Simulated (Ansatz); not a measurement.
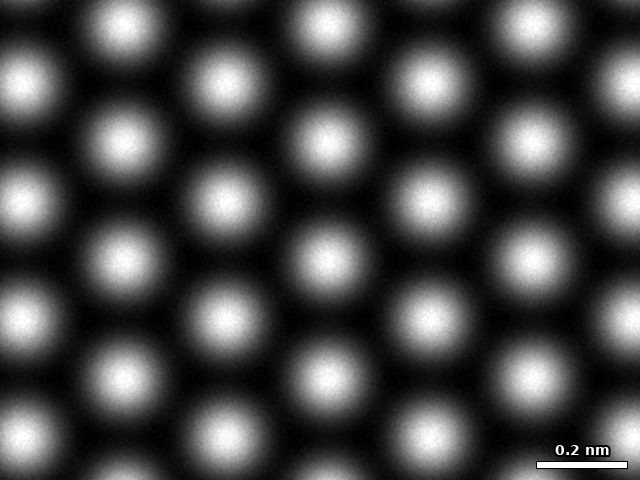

HAADF-like image of a crystal. Simulation: incoherent imaging, intensity Z^1.6 per atom, probe width 1.30 Å, thin sample. The probe carries 15 % of its weight in a tail 2.5 times as wide. Shot noise was added.

### What two-dimensional lattice does the image show, and how large is its cell?

The pattern repeats on a hexagonal net with a repeat of 2.7 Å.

### What is the plane group of the image?

p6mm: sixfold points with mirror lines through them.

### How many columns does the smallest repeating cell hold, and how many levels of brightness?

1 column in the primitive cell of 6.2 Å², all of one brightness.

The crystal is Ti (Im-3m, No. 229) seen along [111]. Structure: the geometry given to an electronic-structure calculation, possibly off equilibrium; the starting structure was generated, so it need not be a known form of this composition.
